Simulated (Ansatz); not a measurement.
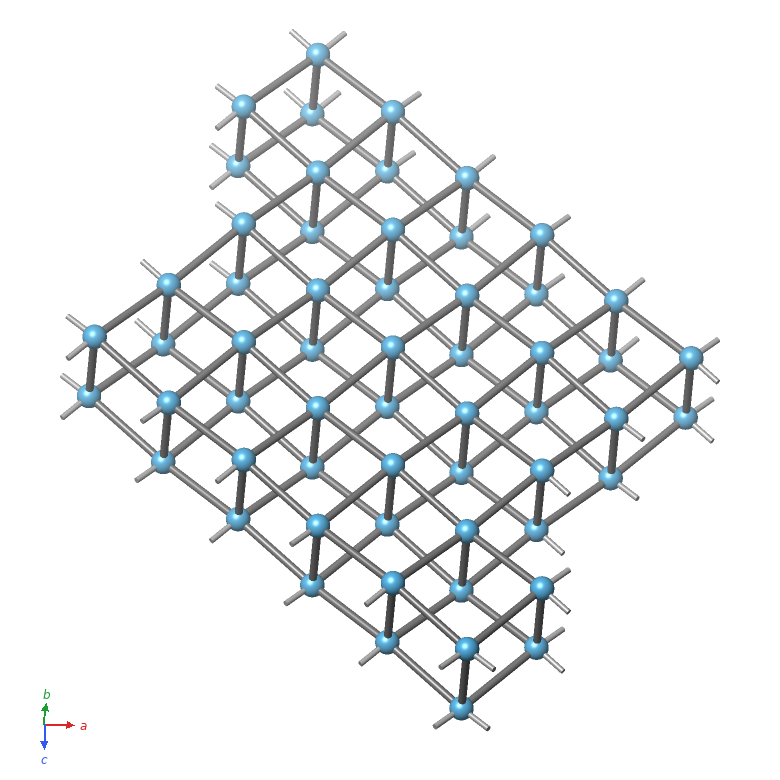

A cut-out of a periodic net derived from a crystal structure. Nodes are coloured by topological kind. One layer is drawn. Edges to nodes outside the piece are drawn as stubs.

Classify the net: periodicity, connectivity, name.

A uninodal 5-connected, two-periodic (layers) net.

Give point symbol and coordination sequence.

4⁸·6², sequence 5, 12, 20, 28, 36.

Where the net comes from. The compound is SnSe (space group Cmcm, No. 63), taken as coordinates from a relaxation with DFT PBEsol, scalar-relativistic, plane waves, PAW (Ansatz 0.2.0). Bonds are taken as Se–Sn below 3.3 Å; no other contact counts. The graph is simplified in the usual way: terminal and isolated atoms are pruned, two-connected atoms become edges. Sn and Se are 5-connected nodes.
